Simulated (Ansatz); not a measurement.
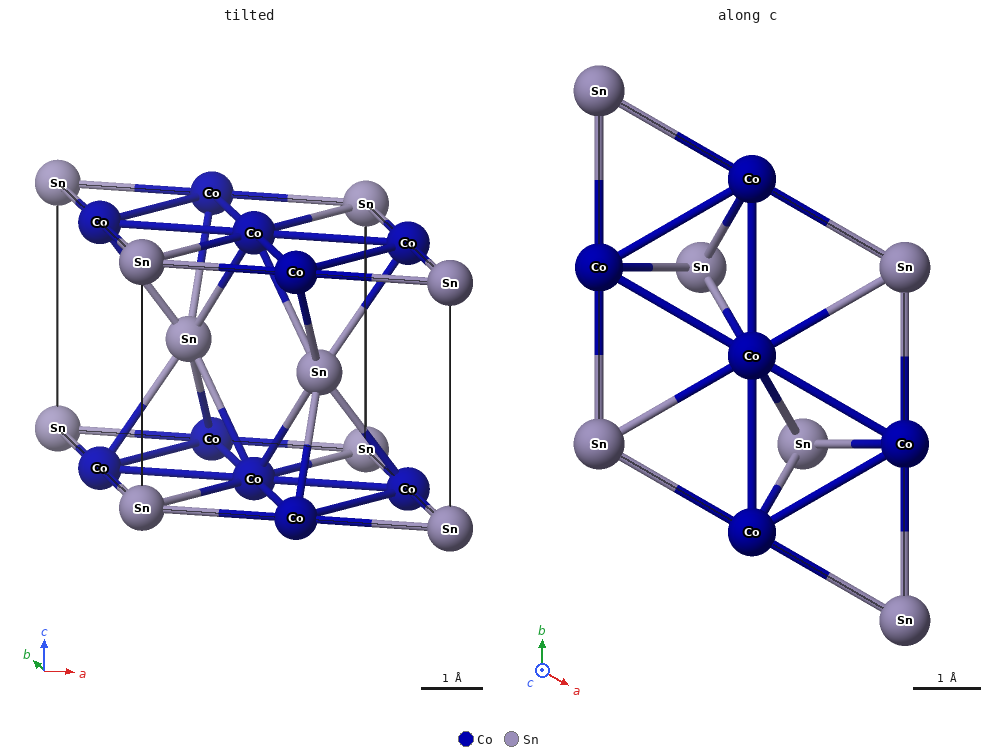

The crystal in a ball-and-stick representation, seen slightly off an axis and along the c axis. The lines enclose the conventional unit cell; boundary atoms appear with their images. Cell: a = 5.30 Å, b = 5.30 Å, c = 4.23 Å, α = 90.00°, β = 90.00°, γ = 120.00°.

The initial geometry was a structure listed in the Materials Project. Earlier steps of the study may have refined or changed the cell and positions. A calculation with Ansatz used it as input.

Explain the picture.

Answer. It has the composition CoSn. It belongs to space group P6/mmm (No. 191) and has a primitive hexagonal lattice. The cell holds 6 atoms (3 Co, 3 Sn), Z = 3. Each Co is bonded to six Sn and four Co (about 2.6 Å to Sn, 2.6 Å to Co). The coordination shell of Sn holds six Co at about 2.6 Å. Not all metal-metal contacts are counted. The bonds build a three-dimensional framework.

Electronic-structure method: DFT PBE, scalar-relativistic, plane waves, PAW (Ansatz). Parameters: cutoff 420 eV, k-mesh 9×9×8, Gaussian smearing of 0.1 eV, no spin polarisation (a spin-restricted run, not always the ground state).

What does the calculation say: metal or gapped?

Answer. A metal: bands cross the Fermi level.

How are the electrons shared out in a Bader analysis?

Answer. Co -0.32 e; Sn +0.28 to +0.39 e.

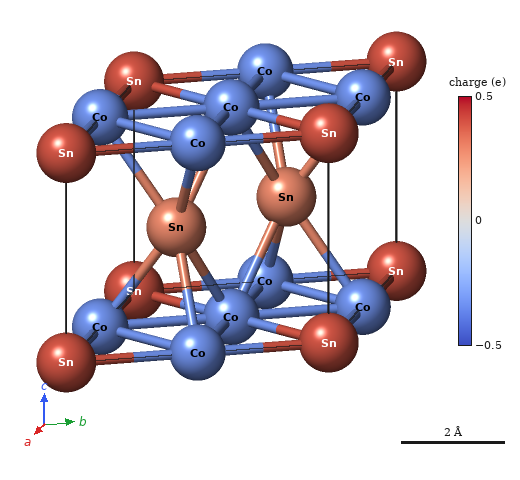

The atoms coloured by those charges. The run's cell of 6 atoms is drawn.

Has the structure come to rest?

Answer. Yes. All forces vanish to within 0.01 eV/Å. The pressure is 0.0 GPa, close to zero.
